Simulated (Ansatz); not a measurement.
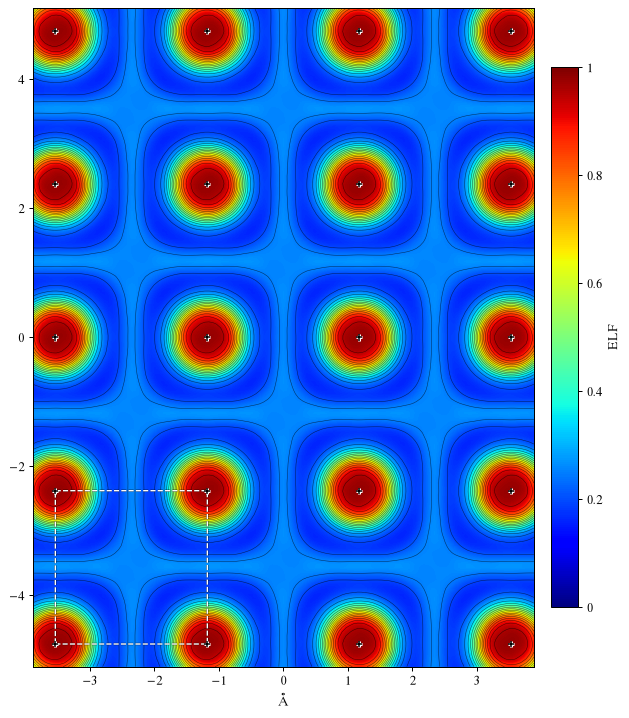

The ELF on a plane through atoms (crosses mark nuclei in the plane).

Level of theory: DFT, LDA (PW92), plane waves (420 eV) with PAW, scalar-relativistic in Ansatz 0.2.0.

Candidates:
A. Cd, a = 4.31 Å, b = 4.31 Å, c = 4.31 Å, α = 90.00°, β = 90.00°, γ = 90.00°. Space group Fm-3m; set up as Cd, fcc; a generated structure, not necessarily the stable one; changed on purpose from its base cell (volume × 1.0).
B. Co, a = 2.36 Å, b = 7.22 Å, c = 2.38 Å, α = 90.00°, β = 90.00°, γ = 90.00°. Space group Cmcm; set up as Co, beta-Sn type; a generated structure, not necessarily the stable one; computed without spin polarisation.

Which system is this?

Answer. Candidate B: Co on the (010) plane of the conventional cell, which holds Co. Co–Co (2.38 Å): the ELF is about 0.30 at the midpoint: no shared electron pair shows on this line.
